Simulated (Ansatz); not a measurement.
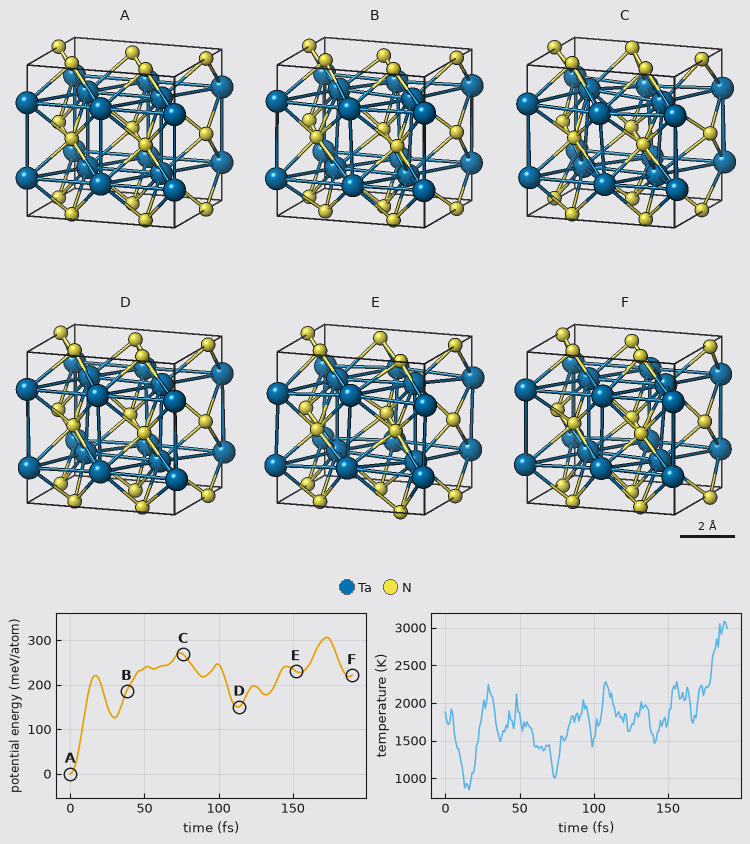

A Born-Oppenheimer molecular dynamics run of a 16-atom cell of TaN (set up in P-6m2), 190 fs long. The cell was cut from the crystal with space group P-6m2. Frames (A at 0 fs, B at 38 fs, C at 76 fs, D at 114 fs, E at 152 fs, F at 190 fs) and the history of the run. Style: ball-and-stick. Shown: the simulation cell, slightly off an axis. Bonds to atoms that aren't drawn are left out.

The calculation used Ansatz 0.2.0, DFT PBE, scalar-relativistic, plane waves, PAW. Run with plane-wave cutoff 420 eV; k-point mesh 2 × 2 × 2; Fermi-Dirac smearing 0.17 eV; Langevin thermostat (NVT); set temperature 2000 K; time step 1 fs; friction 0.02 per fs.

Describe the run.

The mean temperature in the second half is 2017 K (standard deviation 380 K). The temperature is still climbing (1579 K in the second quarter, 2221 K in the last), so the run isn't equilibrated. The potential energy is still drifting at the end, so the run hasn't reached equilibrium. The potential energy in the second half lies on average 224 meV per atom above the first frame. Root-mean-square distances from the starting positions over the second half, with the common drift of all atoms taken out: N 0.16 Å, Ta 0.13 Å. The run lasts only 190 fs, too short to tell vibration from diffusion.

PAW datasets: the set soft_1.
